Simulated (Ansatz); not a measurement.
# Energy of Si along a strain of the cell

System: Si (Immm, 4 atoms in the cell).
Method: DFT PBE, scalar-relativistic, plane waves, PAW, no spin polarisation (Ansatz 0.2.0).

The 8 runs differ only in the geometry, by a strain of the cell at fixed fractional positions. Against run 4, the strain is εxx = −0.99 η and εyy = η. The structure derives from a Materials Project entry.

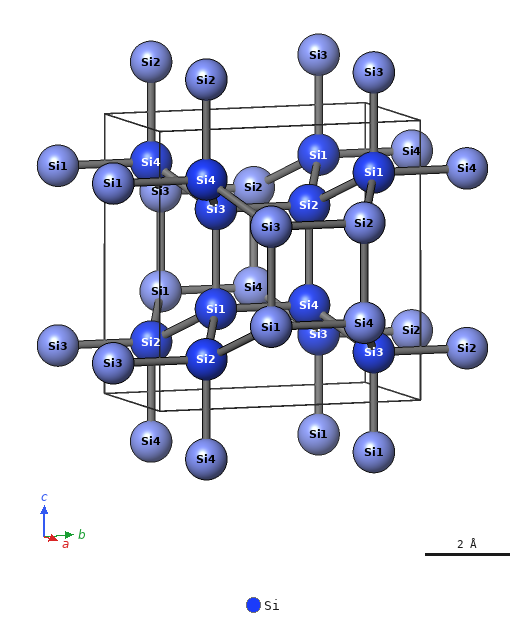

Figure 1. The structure of run 4 (ball-and-stick view of the cell 2 times as large as that of the calculation, set on its symmetry axes, seen slightly off an axis; neighbours outside the cell are drawn fainter; atoms are numbered from 1 in the order of the input).

**Input of run 4**
```yaml
crystal:
  lattice:
    - [-3.3708574054, 3.3206709428, 1.9305129928]
    - [3.3708574054, -3.3206709428, 1.9305129928]
    - [3.3708574054, 3.3206709428, -1.9305129928]
  atoms:
    - { symbol: Si, position: [0.1786098831, 0.1786098831, 0.3572197663] }
    - { symbol: Si, position: [0.8213901169, 0.8213901169, 0.6427802337] }
    - { symbol: Si, position: [0.1786098831, 0.8213901169, 0.0] }
    - { symbol: Si, position: [0.8213901169, 0.1786098831, 0.0] }
basis:
  ecutwfc: 420
kpoints:
  mp_grid: { grid: [10, 10, 10] }
hamiltonian:
  xc: pbe
scf:
  occupations: { method: gaussian, width: 0.05 }
output:
  forces: true
  stress: true
  eigenvalues: true
```

Command:
```bash
ansatz run input.yaml --threads 1 --pin off --max-ram 2560MiB --backend cpu --events-out ev --progress --plain --runs-dir out
```

Lattice vectors (Å) and fractional positions of run 4:
```
  -3.370857    3.320671    1.930513
   3.370857   -3.320671    1.930513
   3.370857    3.320671   -1.930513
Si  0.178610  0.178610  0.357220
Si  0.821390  0.821390  0.642780
Si  0.178610  0.821390  0.000000
Si  0.821390  0.178610 -0.000000
```

Run 3 differs from it as follows:
```diff
-    - [-3.3708574054, 3.3206709428, 1.9305129928]
-    - [3.3708574054, -3.3206709428, 1.9305129928]
-    - [3.3708574054, 3.3206709428, -1.9305129928]
+    - [-3.3875862263, 3.3039421219, 1.9305129928]
+    - [3.3875862263, -3.3039421219, 1.9305129928]
+    - [3.3875862263, 3.3039421219, -1.9305129928]
```

**Results, with one run withheld**

| run | strain parameter η (%) | free energy per atom, from the lowest run given (meV) | pressure (GPa) | gap on the mesh (eV) |
| --- | --- | --- | --- | --- |
| 1 | −1.0076 | 7.34 | 0.14 | 0.31 |
| 2 | −0.7557 | 5.35 | 0.10 | 0.32 |
| 3 | −0.5038 | ? | ? | ? |
| 4 | 0.0000 | 1.22 | 0.03 | 0.36 |
| 5 | 0.2519 | 0.46 | 0.01 | 0.38 |
| 6 | 0.5038 | 0.00 | 0.00 | 0.39 |
| 7 | 1.7632 | 2.29 | 0.05 | 0.35 |
| 8 | 2.7708 | 9.64 | 0.18 | 0.29 |

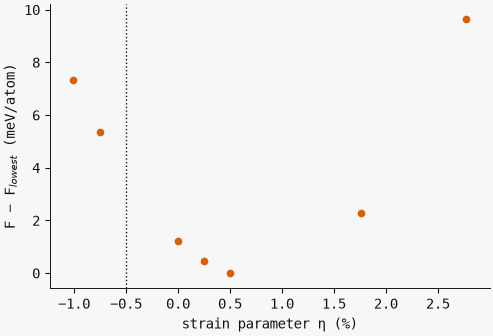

Figure 2. Free energy per atom of the runs given; the dotted line marks run 3.

Fit the runs given and predict run 3.

A cubic polynomial in the coordinate, fitted to the 7 runs given, misses them by under 0.01 meV per atom. With x = η − 0.5038, it reads F = −0.0015927 − 1.2165 x + 2.4101 x² + 0.0011258 x³ (meV per atom). At run 3 it gives 3.67 meV per atom, and the run itself gives 3.67. The fit has its minimum at η = 0.7561 %. The gap on the mesh lies between 0.29 eV (run 8) and 0.39 eV (run 6); run 3 has 0.34 eV. These are gaps of this functional on this mesh, which can miss the band edges; they aren't the measured gap.

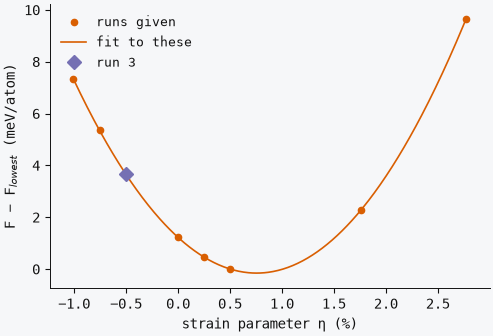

Figure 3. The fit and the withheld run.

**Output, shortened to warnings, some set-up lines, iterations and results (run 3)**
```
Basis set: ecut = 420 eV, 1675 PW (Γ), exchange–correlation on 72×72×72 points (8 copies of the dense FFT grid, shifted against one another)
Symmetry: 8 space group operations
k-points: 171 of 1000
Initial density: superposition of atomic densities (neutral atoms: chi_scale 0, normalization atom), corrected by the library's trained network
[...]
SCF iter   1: F=—  HF=-2542.821826 eV  |F-HF|=—  |Δ(HF+E_count)|=         —  Δρ=1.52e-3  dr2=3.63e-3  ethr=1.77e-3  ⟨swp⟩=6.2  Hψ=15011  notcnv=0
SCF iter   2: F=—  HF=-2542.821892 eV  |F-HF|=—  |Δ(HF+E_count)|=   6.65e-5  Δρ=6.89e-4  dr2=3.94e-4  ethr=2.27e-5  ⟨swp⟩=2.1  Hψ=4707  notcnv=0
SCF iter   3: F=—  HF=-2542.822043 eV  |F-HF|=—  |Δ(HF+E_count)|=   1.51e-4  Δρ=2.92e-4  dr2=5.81e-5  ethr=2.47e-6  ⟨swp⟩=2.5  Hψ=3504  notcnv=0
SCF iter   4: F=—  HF=-2542.822141 eV  |F-HF|=—  |Δ(HF+E_count)|=   9.86e-5  Δρ=4.75e-5  dr2=1.47e-6  ethr=3.63e-7  ⟨swp⟩=2.1  Hψ=3334  notcnv=0
SCF iter   5: F=-2542.822145 eV  HF=-2542.822145 eV  |F-HF|=3.09e-8  |Δ(HF+E_count)|=   4.08e-6  Δρ=4.19e-6  dr2=2.03e-8  ethr=9.21e-9  ⟨swp⟩=2.0  Hψ=3408  notcnv=0
SCF iter   6: F=-2542.822145 eV  HF=-2542.822145 eV  |F-HF|=8.55e-10  |Δ(HF+E_count)|=   4.10e-8  Δρ=7.89e-7  dr2=5.67e-10  ethr=1.27e-10  ⟨swp⟩=2.3  Hψ=7877  notcnv=0
SCF 1 converged in 6 iterations: F = -2542.822145 eV  dr2 = 5.67e-10
SCF converged after 6 iterations
Free energy (F): -2542.822145 eV
Harris-Foulkes:  -2542.822145 eV  (|F-HF|=8.55e-10)
Internal energy: -2542.822145 eV  (E = F + TS)
E sigma→0 (E₀):  -2542.822145 eV
Fermi energy:    5.876160 eV
--- Per-component energies (eV) ---
  E_band       = 8.034178
  E_kinetic    = 159.957600
  E_local      = -140.894960  (includes V_loc(G=0)·N_el)
  E_nonlocal   = 103.535103
  E_hartree    = 40.548850
  E_xc         = -219.989659
  E_vxc        = -185.920397  (∫ρ·V_xc dr)
  E_paw        = -2050.948390  (= ΣΔE_a)
  E_vpaw       = -9.740905  (= ΣTr[D̂ρ^β])
  E_aug_tail   = 0.000026  (compensation charges beyond the density's cutoff)
  E_ewald      = -435.030715
  E_smearing   = -0.000000  (= −TS)
  E_closure    = 0.000000  (closes the sum)
  Σ components = -2542.822145   (vs F -2542.822145, Δ=0.00e0)
--- Forces (eV/Å), atoms counted from 1 ---
  atom   1  Si    -0.17377780     0.20132788     0.00000000
  atom   2  Si     0.17377780    -0.20132788     0.00000000
  atom   3  Si     0.17377780     0.20132788    -0.00000000
  atom   4  Si    -0.17377780    -0.20132788    -0.00000000
  max |Σ_I F_I| component: 2.78e-17 eV/Å
--- Stress (GPa, compression-positive) ---
       -2.158576       0.000000       0.000000
        0.000000       2.373302       0.000000
        0.000000       0.000000      -0.003121
  P = ⅓ Tr σ = 0.0705 GPa (0.705 kbar)
```
